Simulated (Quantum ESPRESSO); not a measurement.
ZrC

Input file:

```
&CONTROL
  calculation = 'scf'
  prefix = 'pwscf'
  outdir = './tmp'
  pseudo_dir = './pseudo'
  tprnfor = .true.
  tstress = .true.
  disk_io = 'low'
/
&SYSTEM
  ibrav = 0
  nat = 2
  ntyp = 2
  ecutwfc = 55
  ecutrho = 440
  nbnd = 14
  occupations = 'smearing'
  smearing = 'fd'
  degauss = 0.00367493
/
&ELECTRONS
  conv_thr = 4d-10
  electron_maxstep = 120
  mixing_beta = 0.5
/
ATOMIC_SPECIES
Zr    91.2240 Zr_pbe_v1.uspp.F.UPF
C     12.0110 C.pbe-n-kjpaw_psl.1.0.0.UPF
CELL_PARAMETERS angstrom
   0.0317580200    2.3478462000    2.3382161500
   2.4063825400    0.0277899300    2.3421842400
   2.4035244100    2.3489561500    0.0306480600
ATOMIC_POSITIONS crystal
Zr     0.5028817700    0.4961493300    0.5063366100
C      0.9971182300    0.0038506700    0.9936633900
K_POINTS automatic
10 10 10 0 0 0
```

Command:

```sh
OMP_NUM_THREADS=1 pw.x -in pw.in > pw.out
OMP_NUM_THREADS=1 pp.x -in pp_density.in > pp_density.out
OMP_NUM_THREADS=1 pp.x -in pp_potential.in > pp_potential.out
```

Below, planes, directions and counts refer to the conventional cell (a = 3.28 Å, b = 3.31 Å, c = 3.31 Å, α = 119.01°, β = 90.24°, γ = 119.45°).

Space group P1; not relaxed (largest force 0.3 eV/Å).

All numbers below come from Kohn-Sham DFT of a periodic cell, PBE, SSSP 1.3 efficiency PBE (Quantum ESPRESSO).

### Predict the valence pseudo-density between the atoms.

Zr–C (2.29 Å): the density is about 0.5 e/Å³ at the midpoint.
Zr–C (2.38 Å): ρ at the midpoint is about 0.43 e/Å³.

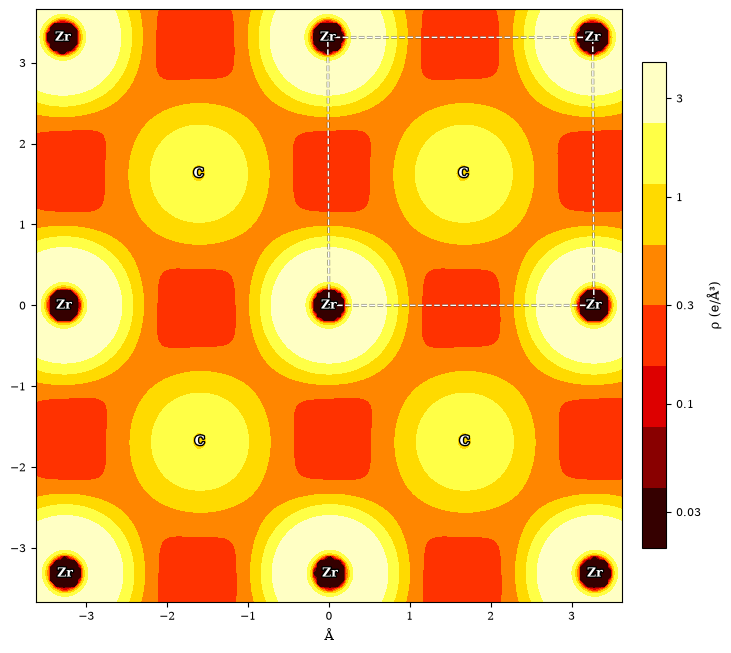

Computed valence pseudo-density on the (010) plane of the conventional cell. 
